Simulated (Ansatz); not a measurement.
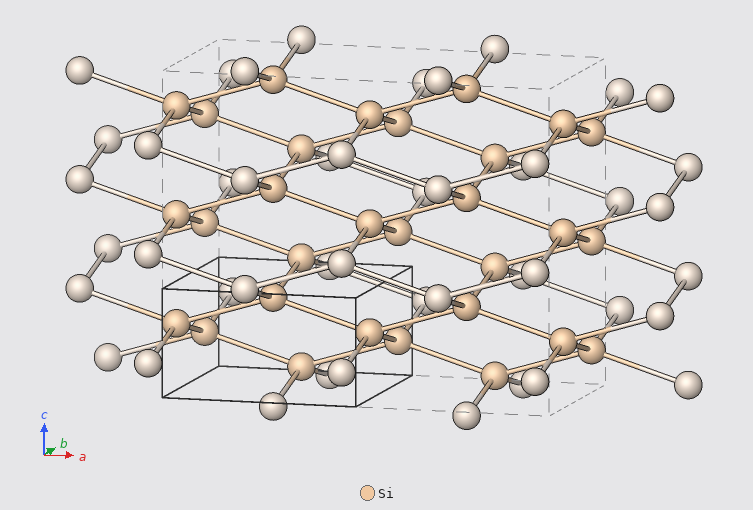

Shown here is a ball-and-stick view of the crystal, taken slightly off an axis. A 2×1×3 array of cells is drawn; the conventional unit cell has the solid edges. Neighbours across the faces are drawn wherever a bond reaches them, in fainter colours.

- The element is silicon.
- The symmetry is that of Imma (No. 74), on a body-centred orthorhombic lattice.
- The cell holds four atoms.
- The sticks give these coordination numbers: Si 4.

The structure was taken from a structure listed in the Materials Project. The cell was then strained or its atoms displaced on purpose. A calculation with Ansatz used it as input.
